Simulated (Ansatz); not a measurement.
Consider CoPdO$_{2}$.

```yaml
crystal:
  lattice:
    - [2.82026, 0.00000, 0.00000]
    - [-1.41013, 2.44242, 0.00000]
    - [0.00000, 0.00000, 17.63636]
  atoms:
    - { symbol: Co, position: [0.33333, 0.66667, 0.16667] }
    - { symbol: Co, position: [0.00000, 0.00000, 0.50000] }
    - { symbol: Co, position: [0.66667, 0.33333, 0.83333] }
    - { symbol: Pd, position: [0.00000, 0.00000, 0.00000] }
    - { symbol: Pd, position: [0.66667, 0.33333, 0.33333] }
    - { symbol: Pd, position: [0.33333, 0.66667, 0.66667] }
    - { symbol: O, position: [0.00000, 0.00000, 0.11264] }
    - { symbol: O, position: [0.66667, 0.33333, 0.44597] }
    - { symbol: O, position: [0.33333, 0.66667, 0.77930] }
    - { symbol: O, position: [0.66667, 0.33333, 0.22070] }
    - { symbol: O, position: [0.33333, 0.66667, 0.55403] }
    - { symbol: O, position: [0.00000, 0.00000, 0.88736] }
```

Space group R-3m; computed without spin polarisation.

These are results of Ansatz, DFT PBEsol, scalar-relativistic, plane waves, PAW, not measurements.

> What will maps of the valence pseudo-density and electron localisation function show?

Pd–O (1.99 Å): the density is about 0.81 e/Å³ at the midpoint; the ELF peaks at about 0.85 in the valence shell of O, 0.6 Å from its nucleus, and is about 0.15 at the midpoint: no shared electron pair shows on this line.

> Metal or insulator at this level of theory?

It is metallic or semimetallic at this level of theory: no gap opens; semilocal functionals without U, or without the true magnetic order, often close the gap of such compounds.

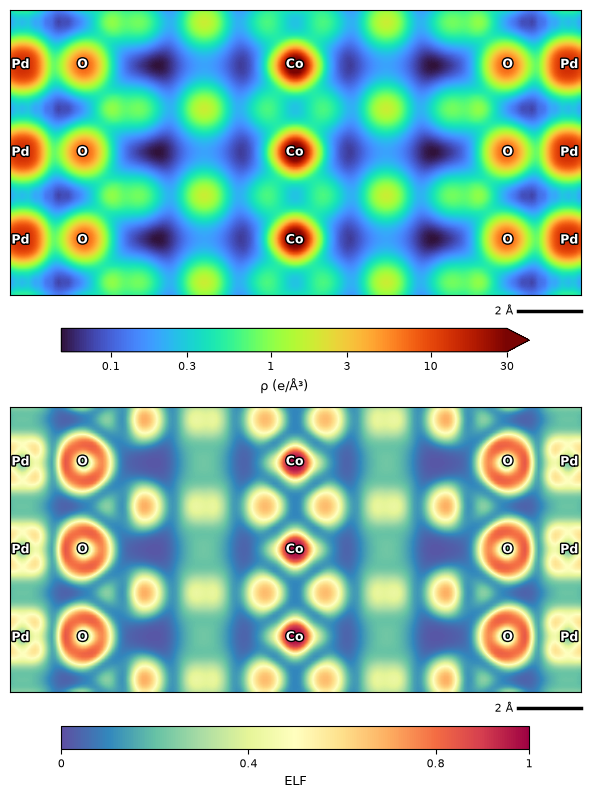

Computed valence pseudo-density and electron localisation function on the (11̄0) plane of the conventional cell, in this order. Atoms just off the plane (Co, 0.8 Å away, Pd, 0.8 Å away and O, 0.8 Å away) can leave unmarked features too.

In a PAW calculation such maps are meaningful between the atoms, not at the nuclei.
